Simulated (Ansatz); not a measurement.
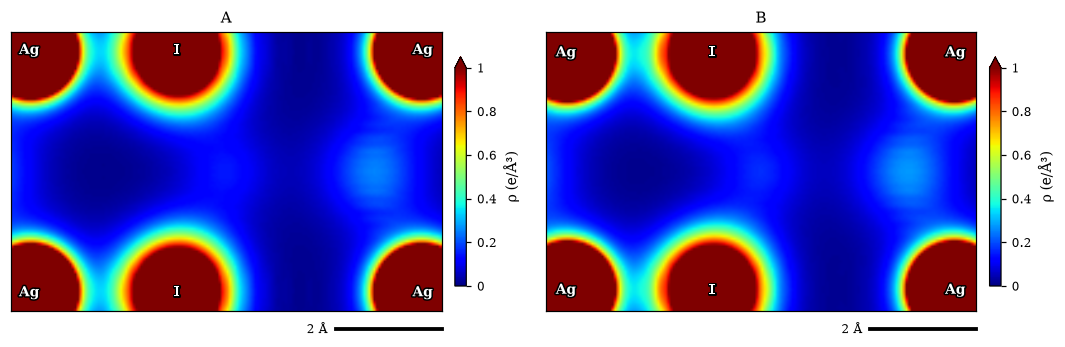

AgI. The valence charge density (pseudo) of two cells that differ in size and shape, on the (11̄0) plane of each (indices in the axes of the calculation cell), at one length scale and on one colour scale; one has 32.1 and the other 33.8 Å³ an atom.

Method: DFT, PBE, PAW with Ansatz's default frozen-core files, scalar-relativistic (Ansatz).

In a PAW calculation such maps are meaningful between the atoms, not at the nuclei.

The larger cell:

```xyz
4
Lattice="4.5800 0.0000 0.0000 -2.2900 3.9664 0.0000 0.0000 0.0000 7.4349" Properties=species:S:1:pos:R:3 pbc="T T T"
Ag    0.0000    2.6443    0.0000
Ag    2.2900    1.3221    3.7174
I     0.0000    2.6443    2.7881
I     2.2900    1.3221    6.5055
```

The smaller cell: a = 4.487 Å, b = 4.487 Å, c = 7.357 Å, α = 90.00°, β = 90.00°, γ = 120.00°.

### Which is the denser cell? Describe the effect of the change.

Panel B is the smaller cell, by 5 % in volume. From the larger cell to the smaller, Ag–I goes from 2.79 to 2.76 Å, and the density at its midpoint from 0.35 to 0.38 e/Å³; the pressure goes from 2.4 to 4.6 GPa.
